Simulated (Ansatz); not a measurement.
System: a slab cut from InAs (slab content In₄As₅), space group F-43m (No. 216).

Starting cell:
```
CELL_PARAMETERS angstrom
0.00000 3.09340 3.09340
3.09340 0.00000 3.09340
3.09340 3.09340 0.00000
ATOMIC_POSITIONS crystal
In 0.00000 0.00000 0.00000
As 0.75000 0.75000 0.75000
```

Method: spacing and rumpling of the atomic planes of a slab cut from the relaxed bulk cell along the Miller plane (conventional indices), bottom to top, after all atoms relax, plane waves with PAW datasets, Γ-centred k mesh (Ansatz 0.2.0). Level: PBE, no spin polarisation.

- space group in which the indices count: 216
- Miller index h: 1
- Miller index k: 0
- Miller index l: 0
- top plane: As
- bottom plane: As
- planes: 9
- surface cell: (1, 1)
- slab thickness as cut: 12.37 Å
- vacuum: 15 Å
- surface area: 19.14 Å²
- surface a: 4.375 Å
- surface b: 4.375 Å
- surface angle: 90 °
- slab atoms: 9
- excess atoms: As1
- wave cutoff: 420 eV
- k mesh: 8×8×1
- occupations: Gaussian
- smearing width: 0.1 eV
- boundary: dipole corrected

What does the calculation give for the spacing change of each pair of planes? The cases: 1–2; 2–3; 3–4; 4–5; 5–6; 6–7; 7–8; 8–9.

The least value, −0.032 Å, is that of 1–2 and 8–9, and the largest, 0.049 Å, that of 2–3 and 7–8.

```json
{"pair of planes": "1–2", "spacing change (Å)": "-0.032", "spacing to next (Å)": "1.515", "content of the two planes": "As and In"}
{"pair of planes": "2–3", "spacing change (Å)": "0.049", "spacing to next (Å)": "1.595", "content of the two planes": "In and As"}
{"pair of planes": "3–4", "spacing change (Å)": "-0.025", "spacing to next (Å)": "1.522", "content of the two planes": "As and In"}
{"pair of planes": "4–5", "spacing change (Å)": "0.012", "spacing to next (Å)": "1.559", "content of the two planes": "In and As"}
{"pair of planes": "5–6", "spacing change (Å)": "0.012", "spacing to next (Å)": "1.559", "content of the two planes": "As and In"}
{"pair of planes": "6–7", "spacing change (Å)": "-0.025", "spacing to next (Å)": "1.522", "content of the two planes": "In and As"}
{"pair of planes": "7–8", "spacing change (Å)": "0.049", "spacing to next (Å)": "1.595", "content of the two planes": "As and In"}
{"pair of planes": "8–9", "spacing change (Å)": "-0.032", "spacing to next (Å)": "1.515", "content of the two planes": "In and As"}
```

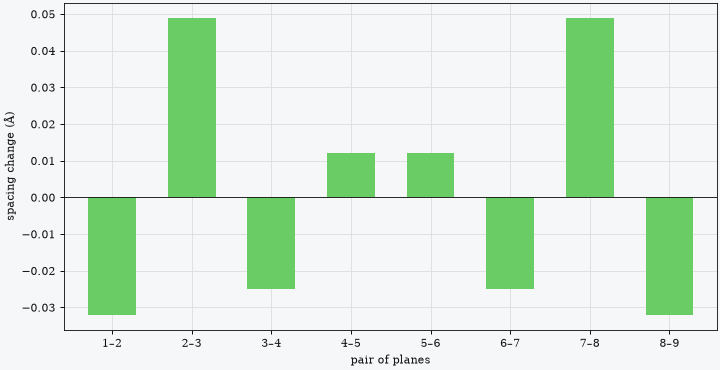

Caveats: bands touch, and spin-orbit coupling could open a gap; k mesh lowers the symmetry; xc potential rough in thin density.
